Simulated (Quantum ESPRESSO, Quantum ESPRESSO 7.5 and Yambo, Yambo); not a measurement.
# Sb (buckled honeycomb monolayer): G0W0 with Yambo, start to end

How does a plane-wave GW calculation on Sb (buckled honeycomb monolayer) run from the first input to the gap?

Main program and level: Quantum ESPRESSO 7.5 and Yambo 5.3.0; PBE and many-body steps on it, plane waves.

**Experimental background.**

- Gap 2.21 eV: optical gap from PL emission peak; photoluminescence, 355 nm excitation; monolayer (antimonene on antimony oxide after hydrogen reduction) (“Ultrathin high-κ antimony oxide single crystals”, 2020, pmc:7237679).

### Step 1. The starting structure

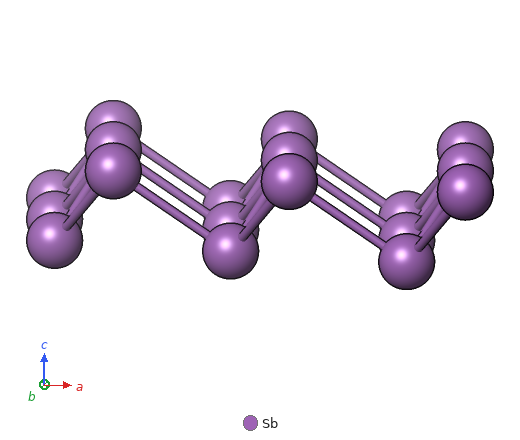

The cell as given, nearly edge on (antimony purple). 3×3×1 cells are drawn.

The cell holds 2 atoms: 2 Sb. Its edges and angles: a = 4.127 Å, b = 4.127 Å, c = 14.000 Å, α = 90.0°, β = 90.0°, γ = 120.0°. Vacuum lies along c.

The structure was relaxed with PBE. The runs that relaxed it are not among those shown. Spin-orbit coupling is left out unless a step names it.

### Step 2. Ground state

This step: Quantum ESPRESSO 7.5; DFT, PBE, plane waves, norm-conserving pseudopotentials.

The ground-state density comes first.

pw.in reads:

```
&control
  calculation = 'scf'
  prefix = 'x'
  outdir = 'o'
  pseudo_dir = 'pseudo'
/
&system
  ibrav = 0
  nat = 2
  ntyp = 1
  ecutwfc = 88.0
  nbnd = 28
  force_symmorphic = .true.
/
&electrons
  conv_thr = 1e-10
  electron_maxstep = 80
  mixing_beta = 0.5
/
ATOMIC_SPECIES
  Sb 121.76 Sb.upf
CELL_PARAMETERS angstrom
  4.1272254436 0.0000000001 0.0000000000
  -2.0636127219 3.5742820813 0.0000000000
  0.0000000000 0.0000000000 14.0000000000
ATOMIC_POSITIONS crystal
  Sb 0.3333333333 0.6666666667 0.4415848827
  Sb 0.6666666667 0.3333333333 0.5584151173
K_POINTS automatic
  9 9 1 0 0 0
```

Launch:

```bash
> OMP_NUM_THREADS=1 mpirun -n 4 pw.x -nk 4 -in pw.in > pw.out
```

The program printed:

```text
Program PWSCF v.7.5 starts

     This program is part of the open-source Quantum ESPRESSO suite
     for quantum simulation of materials; please cite
         "P. Giannozzi et al., J. Phys.:Condens. Matter 21 395502 (2009);
         "P. Giannozzi et al., J. Phys.:Condens. Matter 29 465901 (2017);
         "P. Giannozzi et al., J. Chem. Phys. 152 154105 (2020);
     in publications or presentations arising from this work. More details at
     Message from routine setup:
     using ibrav=0 with symmetry is DISCOURAGED, use correct ibrav instead

     G-vector sticks info

     bravais-lattice index     =            0
     lattice parameter (alat)  =       7.7993  a.u.
     unit-cell volume          =    1393.7076 (a.u.)^3
     number of atoms/cell      =            2
     number of atomic types    =            1
     number of electrons       =        46.00
     number of Kohn-Sham states=           28
     kinetic-energy cutoff     =      88.0000  Ry
     charge density cutoff     =     352.0000  Ry
     scf convergence threshold =      1.0E-10
     mixing beta               =       0.5000
     number of iterations used =            8  plain     mixing
     Exchange-correlation= PBE
                           (   1   4   3   4   0   0   0)

     celldm(1)=   7.799326  celldm(2)=   0.000000  celldm(3)=   0.000000
     celldm(4)=   0.000000  celldm(5)=   0.000000  celldm(6)=   0.000000

     crystal axes: (cart. coord. in units of alat)
               a(1) = (   1.000000   0.000000   0.000000 )
               a(2) = (  -0.500000   0.866025   0.000000 )
               a(3) = (   0.000000   0.000000   3.392109 )

     reciprocal axes: (cart. coord. in units 2 pi/alat)
               b(1) = (  1.000000  0.577350 -0.000000 )
               b(2) = ( -0.000000  1.154701  0.000000 )
               b(3) = (  0.000000 -0.000000  0.294802 )
     Pseudo is Norm-conserving + core correction, Zval = 23.0
     Generated using ONCVPSP code by D. R. Hamann
     Using radial grid of 1434 points,  6 beta functions with:
     Sb               23.00   121.76000     Sb( 1.00)

     12 Sym. Ops., with inversion, found

   Cartesian axes

     site n.     atom                  positions (alat units)
         1        Sb     tau(   1) = (  -0.0000000   0.5773503   1.4979042  )
         2        Sb     tau(   2) = (   0.5000000   0.2886751   1.8942051  )

     number of k points=    12
                       cart. coord. in units 2pi/alat
        k(    1) = (   0.0000000   0.0000000   0.0000000), wk =   0.0246914
        k(    2) = (  -0.0000000   0.1283001   0.0000000), wk =   0.1481481
        k(    3) = (  -0.0000000   0.2566001   0.0000000), wk =   0.1481481
        k(    4) = (  -0.0000000   0.3849002   0.0000000), wk =   0.1481481
        k(    5) = (  -0.0000000   0.5132002   0.0000000), wk =   0.1481481
        k(    6) = (   0.1111111   0.1924501   0.0000000), wk =   0.1481481
        k(    7) = (   0.1111111   0.3207501   0.0000000), wk =   0.2962963
        k(    8) = (   0.1111111   0.4490502   0.0000000), wk =   0.2962963
        k(    9) = (   0.1111111   0.5773503   0.0000000), wk =   0.1481481
        k(   10) = (   0.2222222   0.3849002   0.0000000), wk =   0.1481481
        k(   11) = (   0.2222222   0.5132002   0.0000000), wk =   0.2962963
        k(   12) = (   0.3333333   0.5773503   0.0000000), wk =   0.0493827

     Dense  grid:   155503 G-vectors     FFT dimensions: (  48,  48, 160)

     Initial potential from superposition of free atoms

     starting charge      45.9989, renormalised to      46.0000
     Starting wfcs are   26 randomized atomic wfcs +    2 random wfcs

     per-process dynamical memory:   109.3 Mb

     Self-consistent Calculation

     iteration #  1     ecut=    88.00 Ry     beta= 0.50

     Threshold (ethr) on eigenvalues was too large:
     Diagonalizing with lowered threshold

     total energy              =   -1011.82016362 Ry
     estimated scf accuracy    <       0.01749720 Ry

     iteration #  2     ecut=    88.00 Ry     beta= 0.50

     total energy              =   -1011.82050364 Ry
     estimated scf accuracy    <       0.00310109 Ry

     iteration #  3     ecut=    88.00 Ry     beta= 0.50

     total energy              =   -1011.82066660 Ry
     estimated scf accuracy    <       0.00009403 Ry

     iteration #  4     ecut=    88.00 Ry     beta= 0.50

     total energy              =   -1011.82067334 Ry
     estimated scf accuracy    <       0.00001030 Ry

     iteration #  5     ecut=    88.00 Ry     beta= 0.50

     total energy              =   -1011.82067471 Ry
     estimated scf accuracy    <       0.00000035 Ry

     iteration #  6     ecut=    88.00 Ry     beta= 0.50

     total energy              =   -1011.82067478 Ry
     estimated scf accuracy    <       0.00000003 Ry

     iteration #  7     ecut=    88.00 Ry     beta= 0.50

     total energy              =   -1011.82067479 Ry
     estimated scf accuracy    <          2.5E-09 Ry

     iteration #  8     ecut=    88.00 Ry     beta= 0.50

     total energy              =   -1011.82067479 Ry
     estimated scf accuracy    <          1.3E-10 Ry

     iteration #  9     ecut=    88.00 Ry     beta= 0.50

     End of self-consistent calculation

          k = 0.0000 0.0000 0.0000 ( 19441 PWs)   bands (ev):

  -143.8142-143.8134 -96.7853 -96.7853 -96.7813 -96.7813 -96.7396 -96.7360
   -28.6434 -28.6434 -28.5729 -28.5729 -28.5295 -28.4680 -28.4680 -28.4333
   -28.3899 -28.3899 -11.3111  -6.3831  -0.6593  -0.0917  -0.0917   1.4860
     2.6985   2.6985   4.3309   4.4300

          k =-0.0000 0.1283 0.0000 ( 19450 PWs)   bands (ev):

  -143.8141-143.8135 -96.7853 -96.7852 -96.7814 -96.7812 -96.7395 -96.7361
   -28.6426 -28.6373 -28.5720 -28.5690 -28.5279 -28.4707 -28.4683 -28.4350
   -28.3970 -28.3903 -11.1810  -6.3845  -1.1614  -0.6096  -0.3705   1.9867
     2.7480   2.9630   4.4764   4.6067

          k =-0.0000 0.2566 0.0000 ( 19454 PWs)   bands (ev):

  -143.8141-143.8135 -96.7854 -96.7850 -96.7817 -96.7812 -96.7392 -96.7363
   -28.6405 -28.6202 -28.5699 -28.5583 -28.5226 -28.4786 -28.4696 -28.4403
   -28.4157 -28.3914 -10.7993  -6.4969  -2.4378  -0.8989  -0.5788   1.3970
     3.3449   3.4029   4.8167   4.9941

          k =-0.0000 0.3849 0.0000 ( 19432 PWs)   bands (ev):

     [... further k-points ...]

     highest occupied, lowest unoccupied level (ev):    -0.0917    1.2218

!    total energy              =   -1011.82067479 Ry
     estimated scf accuracy    <          6.8E-12 Ry

     The total energy is the sum of the following terms:
     one-electron contribution =   -2035.62273856 Ry
     hartree contribution      =     986.05094732 Ry
     xc contribution           =    -138.57175214 Ry
     ewald contribution        =     176.32286859 Ry

     convergence has been achieved in   9 iterations

     XML data file, charge density, pseudopotentials, collected wavefunctions

=------------------------------------------------------------------------------=
   JOB DONE.
=------------------------------------------------------------------------------=
```

Elapsed: 21 s, on 4 MPI ranks of Arm Neoverse V2, shared host; peak memory 0.73 GiB; 84 s of CPU time.

This step gave:

```
total energy               : -13766.5216 eV
gap                        : 1.314 eV
k of the valence top       : 0, 0, 0
k of the conduction bottom : 0, 0.3333, 0
least direct gap           : 1.578 eV
```

The gap is indirect, with the least direct gap 0.26 eV higher.

### Step 3. Bands along the symmetry lines

The cheap functional maps the bands first; the places of the edges decide which points the dearer methods must see.

pw.in reads:

```
&control
  calculation = 'bands'
  prefix = 'x'
  outdir = 'o'
  pseudo_dir = 'pseudo'
/
&system
  ibrav = 0
  nat = 2
  ntyp = 1
  ecutwfc = 88.0
  nbnd = 29
  force_symmorphic = .true.
/
&electrons
  conv_thr = 1e-9
  electron_maxstep = 80
  diago_full_acc = .true.
  diago_thr_init = 5e-6
/
ATOMIC_SPECIES
  Sb 121.76 Sb.upf
CELL_PARAMETERS angstrom
  4.1272254436 0.0000000001 0.0000000000
  -2.0636127219 3.5742820813 0.0000000000
  0.0000000000 0.0000000000 14.0000000000
ATOMIC_POSITIONS crystal
  Sb 0.3333333333 0.6666666667 0.4415848827
  Sb 0.6666666667 0.3333333333 0.5584151173
K_POINTS crystal
  25
  0.00000000 0.00000000 0.00000000 1
  0.06250000 0.00000000 0.00000000 1
  0.12500000 0.00000000 0.00000000 1
  0.18750000 0.00000000 0.00000000 1
  0.25000000 0.00000000 0.00000000 1
  0.31250000 0.00000000 0.00000000 1
  0.37500000 0.00000000 0.00000000 1
  0.43750000 0.00000000 0.00000000 1
  0.50000000 0.00000000 0.00000000 1
  0.47916667 0.04166667 0.00000000 1
  0.45833333 0.08333333 0.00000000 1
  0.43750000 0.12500000 0.00000000 1
  0.41666666 0.16666666 0.00000000 1
  0.39583333 0.20833333 0.00000000 1
  0.37500000 0.25000000 0.00000000 1
  0.35416666 0.29166666 0.00000000 1
  0.33333333 0.33333333 0.00000000 1
  0.29166666 0.29166666 0.00000000 1
  0.25000000 0.25000000 0.00000000 1
  0.20833333 0.20833333 0.00000000 1
  0.16666666 0.16666666 0.00000000 1
  0.12500000 0.12500000 0.00000000 1
  0.08333333 0.08333333 0.00000000 1
  0.04166667 0.04166667 0.00000000 1
  0.00000000 0.00000000 0.00000000 1
```

The program printed:

```text
[banner, memory and clock lines left out]
Program PWSCF v.7.5 starts

     Atomic positions and unit cell read from directory:
     o/x.save/

     Message from routine setup:
     using ibrav=0 with symmetry is DISCOURAGED, use correct ibrav instead

     G-vector sticks info

     bravais-lattice index     =            0
     lattice parameter (alat)  =       7.7993  a.u.
     unit-cell volume          =    1393.7076 (a.u.)^3
     number of atoms/cell      =            2
     number of atomic types    =            1
     number of electrons       =        46.00
     number of Kohn-Sham states=           29
     kinetic-energy cutoff     =      88.0000  Ry
     charge density cutoff     =     352.0000  Ry
     Exchange-correlation= PBE
                           (   1   4   3   4   0   0   0)

     celldm(1)=   7.799326  celldm(2)=   0.000000  celldm(3)=   0.000000
     celldm(4)=   0.000000  celldm(5)=   0.000000  celldm(6)=   0.000000

     crystal axes: (cart. coord. in units of alat)
               a(1) = (   1.000000   0.000000   0.000000 )
               a(2) = (  -0.500000   0.866025   0.000000 )
               a(3) = (   0.000000   0.000000   3.392109 )

     reciprocal axes: (cart. coord. in units 2 pi/alat)
               b(1) = (  1.000000  0.577350 -0.000000 )
               b(2) = ( -0.000000  1.154701  0.000000 )
               b(3) = (  0.000000 -0.000000  0.294802 )
     Pseudo is Norm-conserving + core correction, Zval = 23.0
     Generated using ONCVPSP code by D. R. Hamann
     Using radial grid of 1434 points,  6 beta functions with:
     Sb               23.00   121.76000     Sb( 1.00)

     12 Sym. Ops., with inversion, found

   Cartesian axes

     site n.     atom                  positions (alat units)
         1        Sb     tau(   1) = (  -0.0000000   0.5773503   1.4979042  )
         2        Sb     tau(   2) = (   0.5000000   0.2886751   1.8942051  )

     number of k points=    25
                       cart. coord. in units 2pi/alat
        k(    1) = (   0.0000000   0.0000000   0.0000000), wk =   0.0800000
        k(    2) = (   0.0625000   0.0360844   0.0000000), wk =   0.0800000
        k(    3) = (   0.1250000   0.0721688   0.0000000), wk =   0.0800000
[...]
[... 13 further rows ...]
        k(   24) = (   0.0416667   0.0721688   0.0000000), wk =   0.0800000
        k(   25) = (   0.0000000   0.0000000   0.0000000), wk =   0.0800000

     Dense  grid:   155503 G-vectors     FFT dimensions: (  48,  48, 160)

     The potential is recalculated from file :
     o/x.save/charge-density

     Starting wfcs are   26 randomized atomic wfcs +    3 random wfcs

     Band Structure Calculation

     End of band structure calculation

          k = 0.0000 0.0000 0.0000 ( 19441 PWs)   bands (ev):

  -143.8141-143.8134 -96.7852 -96.7852 -96.7813 -96.7813 -96.7396 -96.7360
   -28.6434 -28.6434 -28.5729 -28.5729 -28.5295 -28.4680 -28.4680 -28.4333
   -28.3899 -28.3899 -11.3111  -6.3830  -0.6593  -0.0916  -0.0916   1.4860
     2.6985   2.6985   4.3309   4.4300   6.3187

          k = 0.0625 0.0361 0.0000 ( 19449 PWs)   bands (ev):

  -143.8141-143.8134 -96.7853 -96.7852 -96.7813 -96.7812 -96.7396 -96.7360
   -28.6432 -28.6414 -28.5726 -28.5716 -28.5290 -28.4690 -28.4681 -28.4338
[...]
2.6064   2.7943   4.3804   4.4867   6.3848

          k = 0.1250 0.0722 0.0000 ( 19442 PWs)   bands (ev):

  -143.8141-143.8134 -96.7853 -96.7852 -96.7814 -96.7812 -96.7395 -96.7361
[...]
2.8606   3.0172   4.5110   4.6514   6.3343

[...]
k = 0.0417 0.0722 0.0000 ( 19453 PWs)   bands (ev):

  -143.8141-143.8134 -96.7853 -96.7852 -96.7813 -96.7812 -96.7396 -96.7360
[...]
2.5487   2.8511   4.3962   4.5054   6.3945

          k = 0.0000 0.0000 0.0000 ( 19441 PWs)   bands (ev):

  -143.8141-143.8134 -96.7852 -96.7852 -96.7813 -96.7813 -96.7396 -96.7360
   -28.6434 -28.6434 -28.5729 -28.5729 -28.5295 -28.4680 -28.4680 -28.4333
   -28.3899 -28.3899 -11.3111  -6.3830  -0.6593  -0.0916  -0.0916   1.4860
     2.6985   2.6985   4.3309   4.4300   6.3187

     XML data file, pseudopotentials, collected wavefunctions
```

Elapsed: 13 s, on 4 MPI ranks; peak memory 0.56 GiB; 50 s of CPU time.

Numbers from this step:

```
gap                        : 1.297 eV
k of the valence top       : 0, 0, 0
k of the conduction bottom : 0.3125, 0, 0
least direct gap           : 1.578 eV
```

The gap is 1.297 eV, −0.017 eV from the run before at this level.

Electronic bands along the path, in eV, zero at the top of the highest filled band:

```
point  band 20  band 21  band 22  band 23  band 24  band 25  band 26  band 27
    Γ    -6.29    -0.57     0.00     0.00     1.58     2.79     2.79     4.42
    M    -7.75    -2.91    -1.53    -1.44     1.66     2.48     3.56     5.12
    K    -8.44    -3.47    -1.77    -1.77     1.55     3.60     3.60     6.64
    Γ    -6.29    -0.57     0.00     0.00     1.58     2.79     2.79     4.42
```

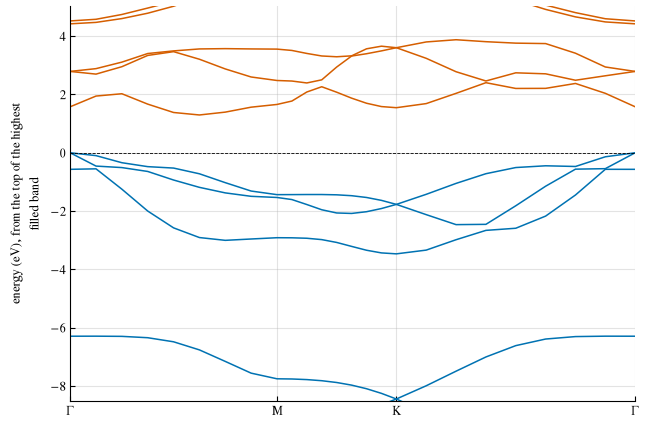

Electronic bands along the path; lines of filled and empty bands in two colours.

### Step 4. Empty states on the mesh, 6×6×1 mesh, 423 bands

The sums over transitions need many empty states on a uniform mesh; this step solves for them.

pw.in reads:

```
&control
  calculation = 'nscf'
  prefix = 'x'
  outdir = 'o'
  pseudo_dir = 'pseudo'
/
&system
  ibrav = 0
  nat = 2
  ntyp = 1
  ecutwfc = 88.0
  nbnd = 423
  force_symmorphic = .true.
/
&electrons
  conv_thr = 1e-9
  electron_maxstep = 80
  diago_full_acc = .true.
  diago_thr_init = 5e-6
/
ATOMIC_SPECIES
  Sb 121.76 Sb.upf
CELL_PARAMETERS angstrom
  4.1272254436 0.0000000001 0.0000000000
  -2.0636127219 3.5742820813 0.0000000000
  0.0000000000 0.0000000000 14.0000000000
ATOMIC_POSITIONS crystal
  Sb 0.3333333333 0.6666666667 0.4415848827
  Sb 0.6666666667 0.3333333333 0.5584151173
K_POINTS automatic
  6 6 1 0 0 0
```

The program printed:

```text
[banner, memory and clock lines left out]
Program PWSCF v.7.5 starts

     Atomic positions and unit cell read from directory:
     o/x.save/

     Message from routine setup:
     using ibrav=0 with symmetry is DISCOURAGED, use correct ibrav instead

     G-vector sticks info

     bravais-lattice index     =            0
     lattice parameter (alat)  =       7.7993  a.u.
     unit-cell volume          =    1393.7076 (a.u.)^3
     number of atoms/cell      =            2
     number of atomic types    =            1
     number of electrons       =        46.00
     number of Kohn-Sham states=          423
     kinetic-energy cutoff     =      88.0000  Ry
     charge density cutoff     =     352.0000  Ry
     Exchange-correlation= PBE
                           (   1   4   3   4   0   0   0)

     celldm(1)=   7.799326  celldm(2)=   0.000000  celldm(3)=   0.000000
     celldm(4)=   0.000000  celldm(5)=   0.000000  celldm(6)=   0.000000

     crystal axes: (cart. coord. in units of alat)
               a(1) = (   1.000000   0.000000   0.000000 )
               a(2) = (  -0.500000   0.866025   0.000000 )
               a(3) = (   0.000000   0.000000   3.392109 )

     reciprocal axes: (cart. coord. in units 2 pi/alat)
               b(1) = (  1.000000  0.577350 -0.000000 )
               b(2) = ( -0.000000  1.154701  0.000000 )
               b(3) = (  0.000000 -0.000000  0.294802 )
     Pseudo is Norm-conserving + core correction, Zval = 23.0
     Generated using ONCVPSP code by D. R. Hamann
     Using radial grid of 1434 points,  6 beta functions with:
     Sb               23.00   121.76000     Sb( 1.00)

     12 Sym. Ops., with inversion, found

   Cartesian axes

     site n.     atom                  positions (alat units)
         1        Sb     tau(   1) = (  -0.0000000   0.5773503   1.4979042  )
         2        Sb     tau(   2) = (   0.5000000   0.2886751   1.8942051  )

     number of k points=     7
                       cart. coord. in units 2pi/alat
        k(    1) = (   0.0000000   0.0000000   0.0000000), wk =   0.0555556
        k(    2) = (  -0.0000000   0.1924501   0.0000000), wk =   0.3333333
        k(    3) = (  -0.0000000   0.3849002   0.0000000), wk =   0.3333333
        k(    4) = (   0.0000000  -0.5773503   0.0000000), wk =   0.1666667
        k(    5) = (   0.1666667   0.2886751   0.0000000), wk =   0.3333333
        k(    6) = (   0.1666667   0.4811252   0.0000000), wk =   0.6666667
        k(    7) = (   0.3333333   0.5773503   0.0000000), wk =   0.1111111

     Dense  grid:   155503 G-vectors     FFT dimensions: (  48,  48, 160)

     The potential is recalculated from file :
     o/x.save/charge-density

     Starting wfcs are   26 randomized atomic wfcs +  397 random wfcs

     Band Structure Calculation

     End of band structure calculation

          k = 0.0000 0.0000 0.0000 ( 19441 PWs)   bands (ev):

  -143.8141-143.8134 -96.7852 -96.7852 -96.7813 -96.7813 -96.7396 -96.7360
   -28.6434 -28.6434 -28.5729 -28.5729 -28.5295 -28.4680 -28.4680 -28.4333
   -28.3899 -28.3899 -11.3111  -6.3830  -0.6593  -0.0917  -0.0917   1.4860
     2.6985   2.6985   4.3309   4.4300   6.3186   7.2106   7.5753   8.0835
[...]
[... 41 further rows ...]
[...]
88.6814  88.7610  88.7765  88.7765  88.9095  88.9095  88.9924

          k =-0.0000 0.1925 0.0000 ( 19426 PWs)   bands (ev):

  -143.8141-143.8135 -96.7853 -96.7851 -96.7815 -96.7812 -96.7394 -96.7361
[...]
[... 41 further rows ...]
[...]
89.2683  89.3374  89.4844  89.6271  89.6981  89.7812  89.9338

          k =-0.0000 0.3849 0.0000 ( 19432 PWs)   bands (ev):

  -143.8140-143.8136 -96.7855 -96.7846 -96.7820 -96.7810 -96.7388 -96.7367
[...]
22.7203  23.9099  24.0660  24.0912  24.2881  24.3844  24.5677  24.9474
     [... 41 further rows ...]
    87.2322  87.2680  87.2742  87.5809  87.5935  87.7113  88.1086  88.1665
    88.2854  88.5800  88.7705  88.8269  89.0644  89.1486  89.3537

          k = 0.0000-0.5774 0.0000 ( 19432 PWs)   bands (ev):

     [... further k-points ...]

     highest occupied, lowest unoccupied level (ev):    -0.0917    1.2219

     XML data file, pseudopotentials, collected wavefunctions
```

The job ended after 3.6 min (4 MPI ranks; peak memory 3 GiB; 14 min of CPU time).

Numbers from this step:

| Property | Result |
| --- | --- |
| gap | 1.314 eV |
| k of the valence top | 0, 0, 0 |
| k of the conduction bottom | 0, 0.3333, 0 |
| least direct gap | 1.578 eV |
| k points computed | 7 |
| lowest point of the top converged band, above the valence top | 88.8914 eV |

On this mesh the gap is 1.314 eV.

[end of part 1 of 2]

[Paths, hosts, dates, memory and timing lines, banners, echoed tables and standing remarks are left out of the program output.]

[Logs are printed without paths, hosts, clocks, repeated set-up lines and the standing remarks that a program may print on its own settings, such as how far it seeks lower states.]

[Runs of the session that timed out or met a known fault of the program may be left out.]

[Hosts, paths, dates, database ids (printed as entryN), source tags and the programs' standing remarks are cut or masked in the printed files.]
